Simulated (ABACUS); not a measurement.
Input

```
INPUT_PARAMETERS
suffix              HfO2
calculation         scf
basis_type          pw
pseudo_dir          ./
symmetry            1
dft_functional      pbe
ecutwfc             84
pseudo_rcut         10
nspin               1
nbands              16
ks_solver           dav
smearing_method     fd
smearing_sigma      0.00367493
scf_thr             1e-08
scf_nmax            100
mixing_type         broyden
mixing_beta         0.7
cal_force           1
cal_stress          1
out_chg             1
out_pot             2
out_elf             1
```

Launched as:

```sh
OMP_NUM_THREADS=1 mpirun -np 4 abacus > log
```

Below, planes, directions and counts refer to the conventional cell (a = 3.62 Å, b = 3.62 Å, c = 3.62 Å, α = 60.00°, β = 60.00°, γ = 60.00°).

Space group P1; changed on purpose from its base cell (atoms moved at random by about 0.05 A); not relaxed (largest force 0.4 eV/Å); computed pressure about −5 GPa in this cell.

All numbers below come from Kohn-Sham DFT of a periodic cell, PBE, PseudoDojo NC SR 0.4.1 PBE standard (ABACUS).

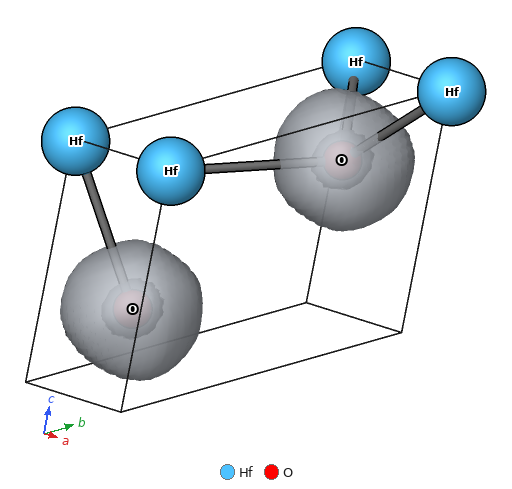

HfO2. Isosurface of the electron localisation function at 0.7 (grey), seen slightly off an axis. Core shells and regions of very low density are left out. Sticks mark near contacts.

In a pseudopotential calculation such maps are meaningful between the atoms, not at the nuclei.

Q: What do the ELF domains correspond to?

A: The ELF exceeds this value in two regions wrapped around O (the valence shell of each), counted in one cell of 3 atoms. Regions shared between cells count once. Profiles from the grid: Hf–O (2.17 Å): the ELF peaks at about 0.85 in the valence shell of O, 0.6 Å from its nucleus, and drops to about 0.20 between the two atoms: no shared electron pair shows on this line. Hf–O (2.21 Å): the ELF peaks at about 0.85 in the valence shell of O, 0.6 Å from its nucleus, and drops to about 0.15 between the two atoms (no localised pair shows between them).
